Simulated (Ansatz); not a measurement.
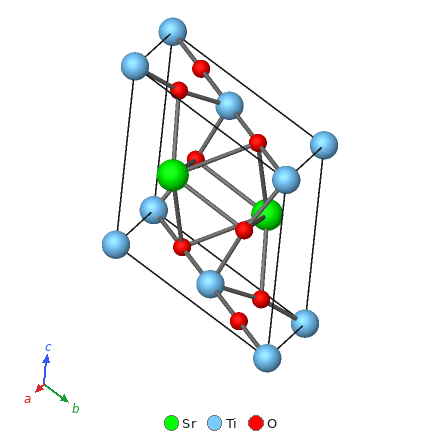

The system is SrTiO₃ (I4/mcm, No. 140; 10 atoms in the cell); the picture shows the reference structure. The energy is mapped over two homogeneous strains (x along [1 0 0], y along [0 1 0], z along [0 0 1] of the conventional cell). First axis: equal engineering shear yz, xz and xy. Second axis: equal normal strain along x, y and z. Nothing is relaxed (fractional coordinates fixed). The grid has 7 × 7 points. Points are written as (first, second). Energies are in meV/atom, from the lowest grid point. Computed with DFT PBE, scalar-relativistic, plane waves, PAW (Ansatz 0.2.0). Settings: cutoff 520 eV, k-mesh 8×8×8, gaussian smearing 0.05 eV, no spin polarisation.

Its coordinates:

```xyz
10
Lattice="-2.7776 2.7776 3.9467 2.7776 -2.7776 3.9467 2.7776 2.7776 -3.9467" Properties=species:S:1:pos:R:3 pbc="T T T"
Sr    0.0000    2.7776    1.9734
Sr    2.7776    0.0000    1.9734
Ti    0.0000    0.0000    0.0000
Ti    0.0000    0.0000    3.9467
O     0.0000    0.0000    1.9734
O     0.0000    0.0000    5.9201
O     1.2670    4.0446    0.0000
O     1.5106    1.2670    0.0000
O     1.5106   -1.2670    3.9467
O     1.2670    1.5106    3.9467
```

The input of one point:

```yaml
crystal:
  lattice:
    - [-2.7775777983, 2.7775777983, 3.9467274087]
    - [2.7775777983, -2.7775777983, 3.9467274087]
    - [2.7775777983, 2.7775777983, -3.9467274087]
  atoms:
    - { symbol: Sr, position: [0.75, 0.25, 0.5] }
    - { symbol: Sr, position: [0.25, 0.75, 0.5] }
    - { symbol: Ti, position: [0.0, 0.0, 0.0] }
    - { symbol: Ti, position: [0.5, 0.5, 0.0] }
    - { symbol: O, position: [0.25, 0.25, 0.0] }
    - { symbol: O, position: [0.75, 0.75, 0.0] }
    - { symbol: O, position: [0.7280787197, 0.2280787197, 0.9561574393] }
    - { symbol: O, position: [0.2280787197, 0.2719212803, 0.5] }
    - { symbol: O, position: [0.2719212803, 0.7719212803, 0.0438425607] }
    - { symbol: O, position: [0.7719212803, 0.7280787197, 0.5] }
basis:
  ecutwfc: 520.0
kpoints:
  mp_grid: { grid: [8, 8, 8] }
hamiltonian:
  xc: pbe
  pseudopotentials: { kind: paw, azcp: { folder: soft_1 } }
scf:
  occupations: { method: gaussian, width: 0.05 }
output:
  forces: true
  stress: true
  eigenvalues: true
  write_density: true
  write_potential: true
  elf: true
  volumetric_format: npy
```

Range: equal engineering shear yz, xz and xy from −4.00 to 4.00 %; equal normal strain along x, y and z from −3 to 3 %.

What will the energy surface look like?

The lowest grid point is at (0.00 %, 0 %). It is the only kind of minimum in the scanned range. The highest grid point, (−4.00 %, −3 %), lies 85 meV/atom above the lowest. Round the minimum the two coordinates are nearly uncoupled. The gap on the k-mesh is 1.9 eV at the lowest point and runs from 1.6 to 2.1 eV over the map.

```csv
"second ↓, first →",−4.00,−2.67,−1.33,0.00,1.33,2.67,4.00
3,63,54,49,47,49,54,63
2,39,29,24,22,24,29,38
1,24,14,8,6,8,14,24
0,21,9,2,0,2,9,20
−1,29,16,8,6,8,16,28
−2,50,36,28,25,28,36,49
−3,85,70,61,58,61,70,84
```

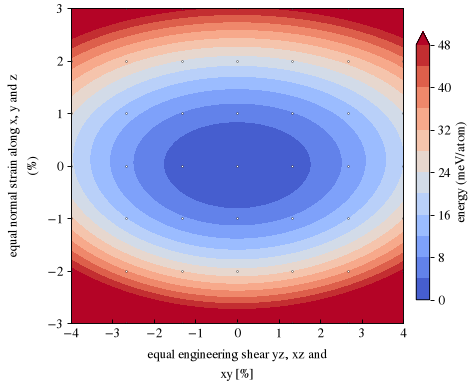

In the figure: filled contours, dots at the grid points, one colour for all values above the top of the scale. Between grid points the surface is interpolated.

Time for the 49 points that were run: 11 min on 4 threads of Intel(R) Xeon(R) Platinum 8488C (Sapphire Rapids) (shared host).
